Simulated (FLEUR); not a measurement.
System: TiPt₃, space group Pm-3m (No. 221).

The given structure:
```yaml
crystal:
  lattice:
    - [3.89700, 0.00000, 0.00000]
    - [0.00000, 3.89700, 0.00000]
    - [0.00000, 0.00000, 3.89700]
  atoms:
    - { symbol: Pt, position: [0.50000, 0.50000, 0.00000] }
    - { symbol: Pt, position: [0.50000, 0.00000, 0.50000] }
    - { symbol: Pt, position: [0.00000, 0.50000, 0.50000] }
    - { symbol: Ti, position: [0.00000, 0.00000, 0.00000] }
```

Method: all-electron LAPW DFT, no spin polarisation; energies at scaled volumes of the given cell, shape and fractions fixed, counted from the fit's minimum, third-order Birch-Murnaghan fit (FLEUR MaX-R8.1 (later development tree)). Level: PBE.

k mesh 7×7×7; occupations Fermi–Dirac; smearing width 0.05 eV; potentials all electron; program settings basis FLAPW, kmax 4.19 1/bohr.

Predict the energy against volume. The volume takes the values 13.91, 14.20, 14.80, 15.39, 15.68 Å³/atom.

A third-order Birch–Murnaghan fit gives V0 = 15.38 Å³/atom, B0 = 237 GPa and B′ = 4.8. The energy is 128 meV/atom at volume 13.91 Å³/atom and 4 meV/atom at 15.68 Å³/atom; the lowest computed point is at volume 15.39 Å³/atom (0 meV/atom), and no other minimum shows among the points.

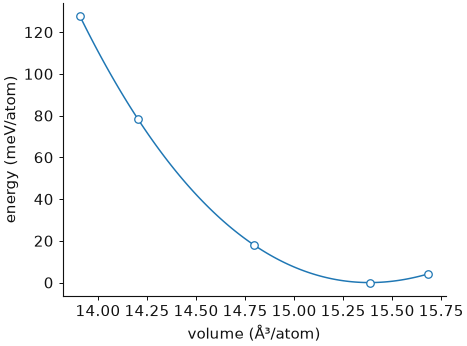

Keep in mind: spin-orbit coupling left out, heavy elements.
